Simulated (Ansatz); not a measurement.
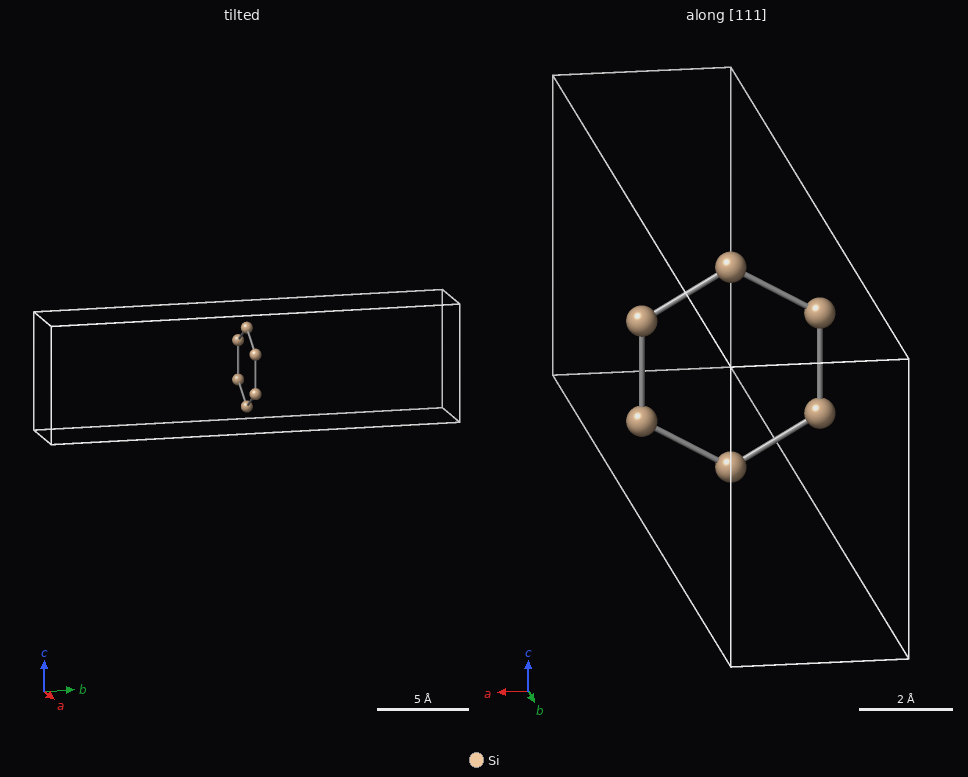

Crystal structure, ball-and-stick style, seen slightly off an axis and along [111]. Atoms at the boundary of the simulation cell (the box) are drawn once for each face, edge or corner they touch.

Characterise what is shown.

- The element is silicon.
- The cell holds four atoms.
- The neighbours of Si are three Si in a trigonal planar arrangement at about 2.2 Å.
- The bonds build Si layers parallel to (010).

It derives from a structure listed in the Materials Project, with elements exchanged, so it need not be a known form of the compound. Earlier steps of the study may have refined or changed the cell and positions. A calculation with Ansatz used it as input.
